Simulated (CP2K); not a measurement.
## Cd$_{2}$S: 6 runs along one coordinate

System: Cd$_{2}$S (P3m1, 3 atoms in the cell).
Method: Kohn-Sham DFT of a periodic cell, PBE, GTH-PBE with UZH-TZVP basis, no spin polarisation (CP2K 2026.2).

The 6 runs differ only in the geometry, by an even scaling of the cell at fixed fractional positions. The structure derives from a Materials Project entry.

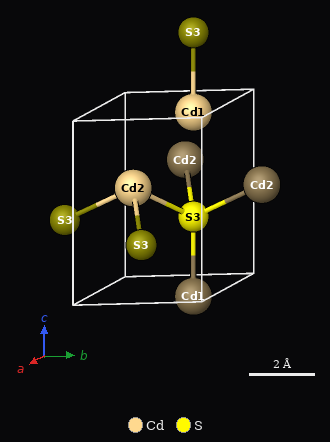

Figure 1. The structure of run 4 (ball-and-stick view of the cell of the calculation, seen slightly off an axis; neighbours outside the cell are drawn fainter; atoms are numbered from 1 in the order of the input).

## Input of run 4
```
&GLOBAL
  PROJECT cd2s_eos
  RUN_TYPE ENERGY_FORCE
  PRINT_LEVEL LOW
&END GLOBAL
&FORCE_EVAL
  METHOD QS
  STRESS_TENSOR ANALYTICAL
  &DFT
    BASIS_SET_FILE_NAME BASIS_MOLOPT_UZH
    POTENTIAL_FILE_NAME POTENTIAL_UZH
    WFN_RESTART_FILE_NAME previous-RESTART.kp
    &MGRID
      CUTOFF 450
      REL_CUTOFF 60
      NGRIDS 5
    &END MGRID
    &QS
      METHOD GPW
      EPS_DEFAULT 1.0E-10
    &END QS
    &KPOINTS
      SCHEME MONKHORST-PACK 8 8 5
      GAMMA_CENTERED T
      SYMMETRY T
      SYMMETRY_BACKEND SPGLIB
    &END KPOINTS
    &SCF
      SCF_GUESS RESTART
      EPS_SCF 1.0E-6
      MAX_SCF 100
      ADDED_MOS 12
      CHOLESKY OFF
      EPS_EIGVAL 1.0E-7
      &DIAGONALIZATION ON
        ALGORITHM STANDARD
      &END DIAGONALIZATION
      &MIXING ON
        METHOD BROYDEN_MIXING
        ALPHA 0.4
        BETA 1.5
        NBUFFER 8
      &END MIXING
      &SMEAR ON
        METHOD FERMI_DIRAC
        ELECTRONIC_TEMPERATURE [K] 580.226
      &END SMEAR
    &END SCF
    &XC
      &XC_FUNCTIONAL
        &GGA_X_PBE
        &END GGA_X_PBE
        &GGA_C_PBE
        &END GGA_C_PBE
      &END XC_FUNCTIONAL
    &END XC
    &PRINT
      &KPOINTS ON
      &END KPOINTS
      &MULLIKEN ON
      &END MULLIKEN
      &MO ON
        ENERGIES T
        OCCUPATION_NUMBERS T
        &EACH
          QS_SCF 0
        &END EACH
        ADD_LAST NUMERIC
      &END MO
    &END PRINT
  &END DFT
  &SUBSYS
    &CELL
      ABC 3.9889136618 3.9889136619 5.8476645914
      ALPHA_BETA_GAMMA 90.0000000000 90.0000000000 119.9999999994
      PERIODIC XYZ
    &END CELL
    &COORD
      SCALED
      Cd  0.3333333333 0.6666666667 0.9327170000
      Cd  0.6666666667 0.3333333333 0.5787350000
      S   0.3333333333 0.6666666667 0.3657050000
    &END COORD
    &KIND Cd
      BASIS_SET TZVP-MOLOPT-PBE-GTH-q12
      POTENTIAL GTH-PBE-q12
    &END KIND
    &KIND S
      BASIS_SET TZVP-MOLOPT-PBE-GTH-q6
      POTENTIAL GTH-PBE-q6
    &END KIND
    &PRINT
      &ATOMIC_COORDINATES ON
      &END ATOMIC_COORDINATES
      &CELL ON
      &END CELL
    &END PRINT
  &END SUBSYS
  &PRINT
    &FORCES ON
    &END FORCES
    &STRESS_TENSOR ON
    &END STRESS_TENSOR
  &END PRINT
&END FORCE_EVAL
```

Command:
```bash
OMP_NUM_THREADS=1 cp2k.psmp -i cd2s_eos.inp -o cd2s_eos.out
```

Lattice vectors (Å) and fractional positions of run 4:
```
   3.988914    0.000000    0.000000
  -1.994457    3.454501    0.000000
   0.000000    0.000000    5.847665
Cd  0.333333  0.666667  0.932717
Cd  0.666667  0.333333  0.578735
S   0.333333  0.666667  0.365705
```

Run 3 has the same physical settings and fractional positions; its lattice vectors (Å) are:
```
   3.936074    0.000000    0.000000
  -1.968037    3.408740    0.000000
   0.000000    0.000000    5.770203
```

## Results, with one run withheld

```csv
run,volume per atom (Å³),"free energy per atom, from the lowest run given (meV)",pressure (GPa),gap on the mesh (eV)
1,24.753,15.91,3.37,0.21
2,25.280,6.81,2.19,0.22
3,25.806,?,?,?
4,26.860,0.00,−0.64,0.25
5,27.386,3.35,−1.38,0.27
6,27.913,9.01,−2.05,0.29
```

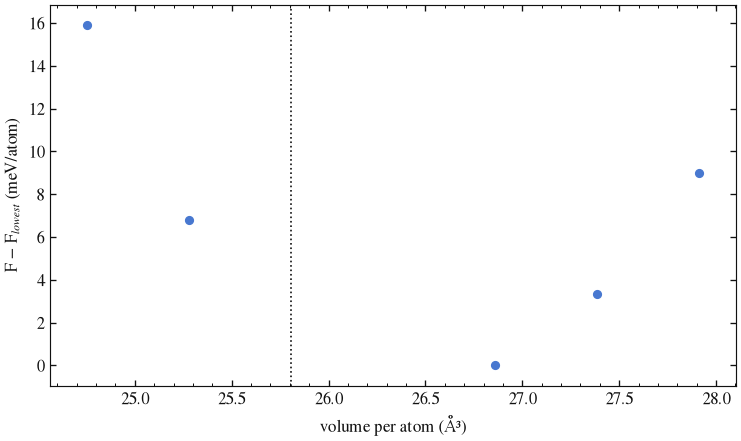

Figure 2. Free energy per atom of the runs given; the dotted line marks run 3.

Estimate the energy of run 3 from the others.

A cubic polynomial in V^(−2/3) (the Birch–Murnaghan form), fitted to the 5 runs given, misses them by under 0.01 meV per atom. With x = V^(−2/3) − 0.11281 Å⁻², it reads F = −0.81304 + 209.37 x + 6.3477e+05 x² + 2.3335e+06 x³ (meV per atom). At run 3 it gives 1.39 meV per atom, and the run itself gives 1.39. The slope of the fit gives a pressure −dF/dV of 1.13 GPa there, and the run prints 1.13 GPa. The fit has its minimum at 26.450 Å³ per atom, where V d²F/dV² gives 43.3 GPa. Cell shape and fractional positions are held, so this is the stiffness under even scaling; the relaxed bulk modulus wasn't computed and can be far lower in a crystal of layers, chains or molecules like this one. The gap on the mesh goes, without turning, from 0.21 eV in run 1 to 0.29 eV in run 6; run 3 has 0.23 eV. These are gaps of this functional on this mesh, which can miss the band edges; they aren't the measured gap.

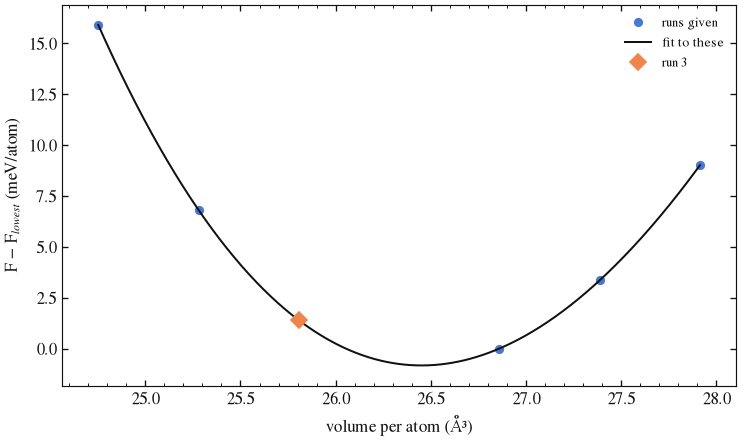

Figure 3. The fit and the withheld run.

## Some lines of the output (run 3)
```
[...]
 CELL| Volume [angstrom^3]:                                            77.419126
 CELL_REF| Volume [angstrom^3]:                                        77.419126
                        Smear method:                                FERMI_DIRAC
  Step     Update method      Time    Convergence         Total energy    Change
  Fermi energy:                                                 0.15314061847014
  Total energy:                                              -102.37420557416195
  Total energy (extrapolated to T->0):                       -102.37417460154532
 MO| E(Fermi):            0.153141 a.u.          4.167168 eV
```
